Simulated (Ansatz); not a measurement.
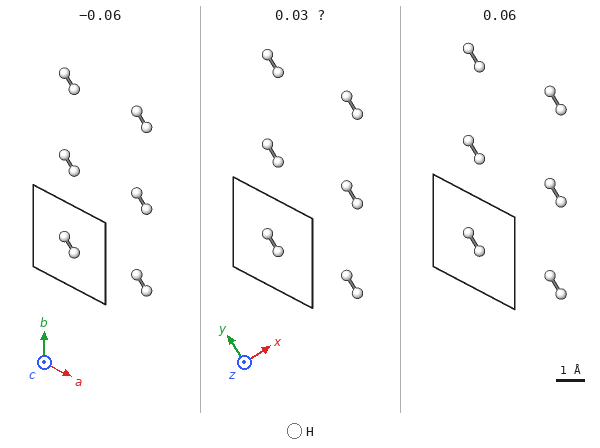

Crystalline H (Cmcm): the cell is strained equally along x and y, with the atoms kept at their fractional coordinates. x, y and z are the Cartesian axes of the input. Style: ball-and-stick. Shown: the cell of the calculation, repeated 2 × 3 × 1 with one cell outlined, along the c axis.

Level of theory: DFT LDA, scalar-relativistic, plane waves, PAW in Ansatz 0.2.0. Set-up: plane-wave cutoff 420 eV; k-point mesh 8 × 8 × 4; occupations gaussian; smearing width 0.05 eV; no spin polarisation. Energies (free energies at the smearing named) are counted from the cell as listed in its source, which wasn't relaxed.

```tsv
strain	energy change (meV/atom)
−0.0600	36.8
−0.0450	23.3
−0.0300	12.9
−0.0150	5.2
0.0000	0.0
0.0150	−2.8
0.0300	?
0.0450	−2.0
0.0525	−0.5
0.0600	1.4
```

Q: Fill in the missing row.

A: A straight line between the two neighbours gives −2.4 meV/atom. A cubic through the four nearest rows (0.0000, 0.0150, 0.0450, 0.0525) gives, with Lagrange weights, (−0.1429)(0.0) + (0.6000)(−2.8) + (1.0000)(−2.0) + (−0.4571)(−0.5) = −3.5 meV/atom. The calculation gives −3.4 meV/atom, so the cubic is 0.1 meV/atom too low and the straight line 1.0 meV/atom too high, as the curve bends upwards here.

The whole profile:

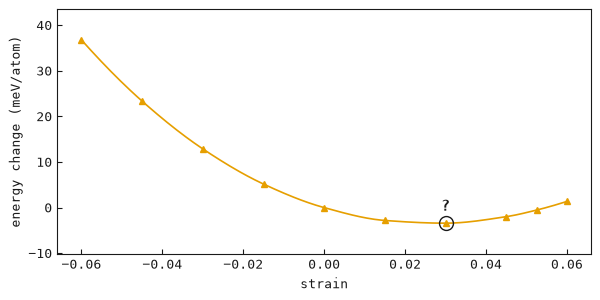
